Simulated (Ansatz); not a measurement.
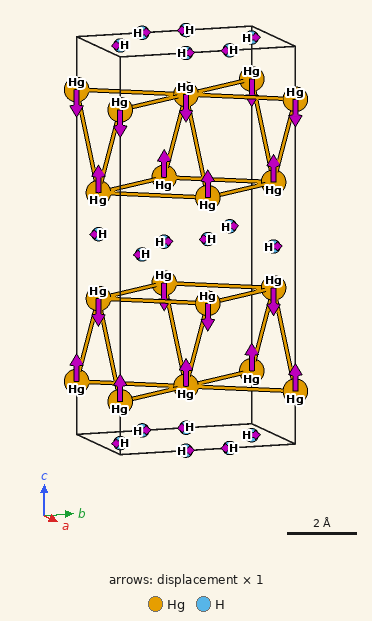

This is a relaxation of crystalline HgH (set up in Cmce) (coarse preliminary run). The starting structure is drawn; purple arrows show the displacements (the part carried along by the change of the cell is left out), at their true length.

A ball-and-stick model of the conventional cell (2 times the calculation's cell), seen slightly off an axis. Lengths and directions refer to the drawn axes.

Case: 4 H put on empty site 1 of 1 host cells, relaxed.

These are results of DFT PBE, scalar-relativistic, plane waves, PAW (Ansatz 0.2.0), not measurements. (plane-wave cutoff 420 eV; k-point mesh 4 × 4 × 6; occupations gaussian; smearing width 0.1 eV; no spin polarisation; cell and atoms relaxed; force threshold 0.0325 eV/Å; at most 70 steps)

Atoms of which element are displaced furthest, and by how much?

Mercury: up to 0.84 Å, against 0.29 Å for hydrogen.

What did the optimiser do to the structure, and how much energy did it gain?

The largest moves relative to the cell, 0.84 Å, are those of Hg atoms. By element the largest moves are Hg 0.84 Å, H 0.29 Å. The drawn cell changes as follows: a 3.730 → 5.254 Å (+40.9 %), b 5.403 → 5.307 Å (−1.8 %), c 11.707 → 17.127 Å (+46.3 %); the volume changes by +102.4 %. Among the contacts that change: H–H 1.351 → 0.751 Å, Hg–Hg 3.283 → 3.734 Å, Hg–Hg 3.314 → 3.510 Å. New bonds form: H–H (1.35 → 0.75 Å). The space group stays Fmmm (No. 69). The energy falls by 641 meV per atom in 18 accepted moves (22 points after the start). Largest force component: 2 eV/Å at the start, 0.0011 eV/Å at the end. The pressure goes from 1.88 to 0.00 GPa. The line search rejected the trial step at point 2 of the run. The SCF was repeated 3 times at an unchanged geometry on a basis and grid sized afresh for the cell, which shifted the energy by 20.7 meV per atom at most. Cost: 2.2 min on 2 threads of Intel(R) Xeon(R) Platinum 8375C CPU @ 2.90GHz (Ice Lake) (shared host), peak memory 0.71 GiB.

Limits of the set-up: layers or molecules are held without a dispersion correction, so their spacing is unreliable.
